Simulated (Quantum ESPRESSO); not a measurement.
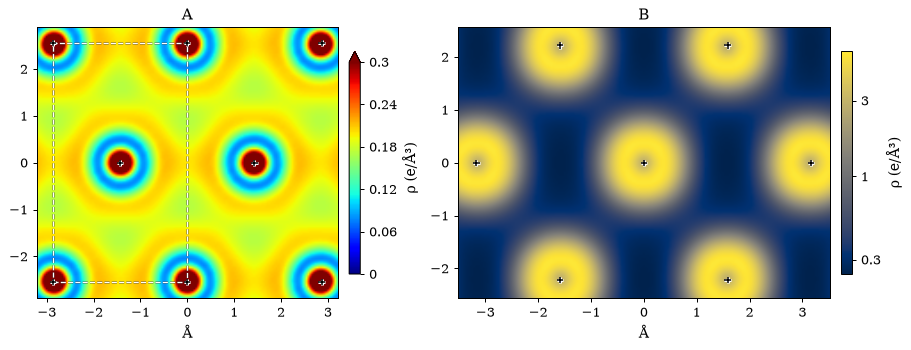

The valence charge density (pseudo) of 2 systems, each on a plane through atoms (crosses mark nuclei in the plane).

Level of theory: Kohn-Sham DFT of a periodic cell, PBE, SSSP 1.3 efficiency PBE (Quantum ESPRESSO).

System 1: Mo, the (011) plane of the conventional cell. Space group I4/mmm; a structure from a database of computed crystals, not necessarily the ambient phase; computed pressure about 3 GPa in this cell.

```
Mo
1.0
     0.00000    0.00000   -3.16762
     0.00000    3.16762    0.00000
     3.10427    0.00000    0.00000
Mo
2
Direct
  0.00000 0.00000 0.00000
  0.50000 0.50000 0.50000
```

System 2: Al, the (101̄) plane of the conventional cell. Space group I4/mmm; computed pressure about −3 GPa in this cell.

```cif
data_structure
_symmetry_space_group_name_H-M 'P 1'
_symmetry_Int_Tables_number 1
_cell_length_a 2.8635
_cell_length_b 2.8635
_cell_length_c 4.2116
_cell_angle_alpha 90.000
_cell_angle_beta 90.000
_cell_angle_gamma 90.000
_cell_volume 34.53
loop_
_atom_site_label
_atom_site_type_symbol
_atom_site_fract_x
_atom_site_fract_y
_atom_site_fract_z
_atom_site_occupancy
Al1 Al 0.00000 0.00000 0.00000 1
Al2 Al 0.50000 0.50000 0.50000 1
```

### Which map belongs to which system?

Panel A is system 2, Al: the plane holds Al. Al–Al (2.86 Å): the density is about 0.2 e/Å³ at the midpoint. Panel B is system 1, Mo: the plane holds Mo. Mo–Mo (2.73 Å): ρ at the midpoint is about 0.38 e/Å³.
